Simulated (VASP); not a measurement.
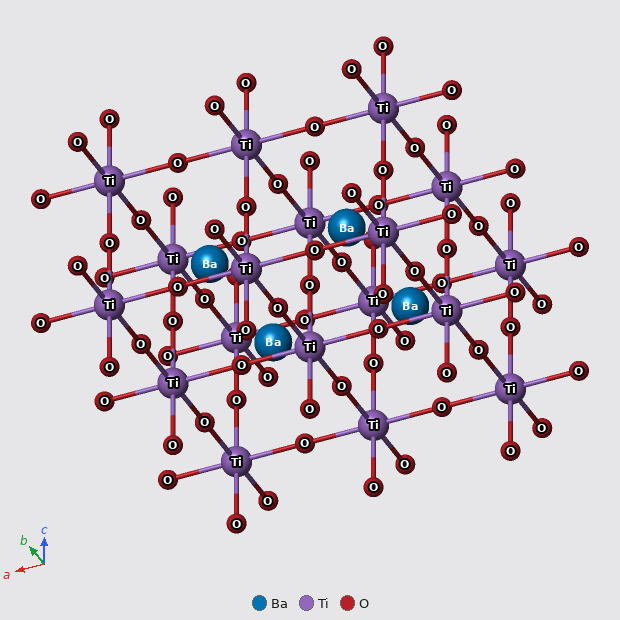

BaTiO3 (space group Pm-3m, No. 221): an entry of the Crystallography Open Database, as set up for an electronic-structure calculation.

Bonds are taken as O–Ti below 2.3 Å; Ba is left out of the net, as the electropositive filling of the structure. Atoms with one bond or none are removed and atoms with two bonds are replaced by edges, until no such atom is left.

Question: What kind of net remains, and which atoms are its nodes?

Answer: A uninodal 6-connected, three-periodic net: Ti is a 6-connected node. O becomes part of the edges.

Question: Name the underlying net.

Answer: It is the pcu net, known from NaCl, ReO3 and the B-X framework of perovskite.

Question: Is the net interpenetrated?

Answer: It is a single net, without interpenetration.

Question: How many nodes does the smallest cycle have?

Answer: Four.
